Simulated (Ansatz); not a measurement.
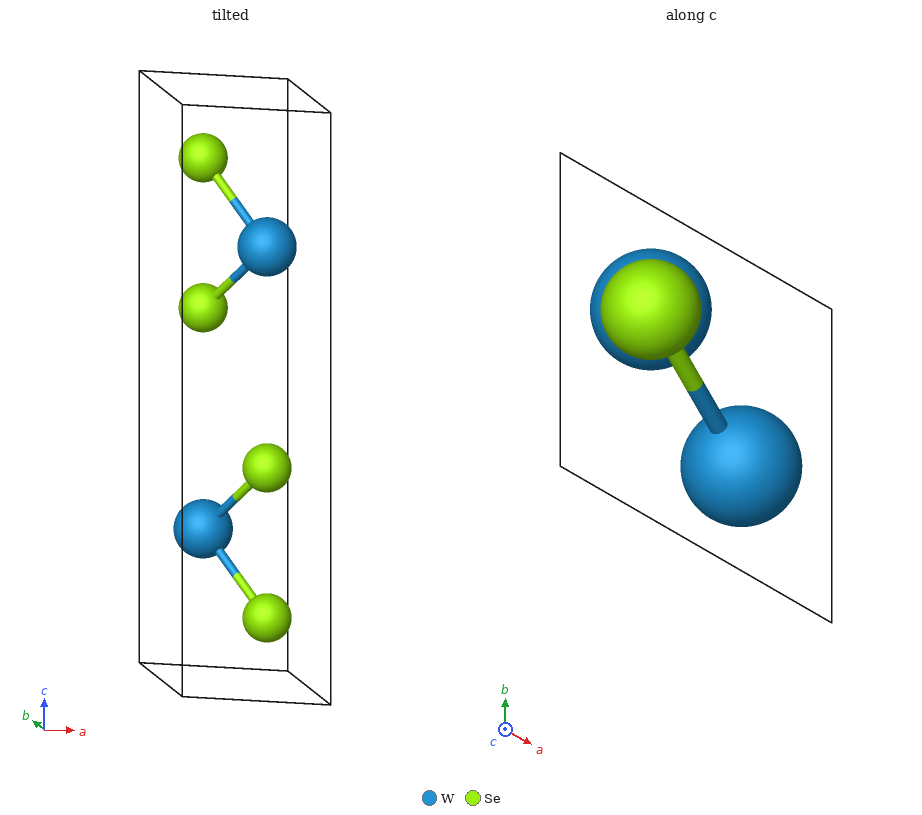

Drawn in the ball-and-stick manner and seen slightly off an axis and along the c axis. The parallelepiped is the conventional unit cell.

WSe$_{2}$, 2H molybdenite (MoS₂) type, space group P6_3/mmc (No. 194), a = 3.300 Å, b = 3.300 Å, c = 13.149 Å, α = 90.00°, β = 90.00°, γ = 120.00°. It derives from a structure listed in the Materials Project. Earlier steps of the study may have refined or changed the cell and positions. Ansatz was used for an electronic-structure calculation on it.

This one geometry was computed with Ansatz (DFT, plane waves, PAW) at six levels of theory: r2SCAN, LDA, PBE, PBE with spin-orbit coupling, dielectric-dependent PBE0 (fraction 1/eps_inf of PBE) and HSE06.

**Which level gives the highest pressure at this volume, and what does that say about its equilibrium volume?**

Highest: PBE (3.4 GPa) and PBE with spin-orbit coupling (3.4 GPa), which points to the largest equilibrium volume. Lowest, with the smallest volume: LDA (-4.1 GPa). Levels within 0.5 GPa of each other can't be told apart.

**How does the band gap change with the level of theory?**

PBE with spin-orbit coupling: a gap of 0.95 eV, indirect; LDA: a gap of 0.96 eV, indirect; PBE: a gap of 1.04 eV, indirect; r2SCAN: a gap of 1.14 eV, indirect; dielectric-dependent PBE0 (fraction 1/eps_inf of PBE): a gap of 1.38 eV, indirect; HSE06: a gap of 1.50 eV, indirect.

**Collect the results in a table.**

| level | cutoff (eV) | k-mesh of the run's cell | gap (eV) | pressure (GPa) |
| --- | --- | --- | --- | --- |
| r2SCAN | 500 | 12×12×2 | 1.14 | 1.3 |
| LDA | 420 | 12×12×2 | 0.96 | -4.1 |
| PBE | 420 | 12×12×2 | 1.04 | 3.4 |
| PBE with spin-orbit coupling | 420 | 12×12×2 | 0.95 | 3.4 |
| dielectric-dependent PBE0 (fraction 1/eps_inf of PBE) | 420 | 6×6×2 | 1.38 | 2.0 |
| HSE06 | 420 | 6×6×2 | 1.50 | -0.9 |

Gaps are taken on the k-mesh or band path of each run.
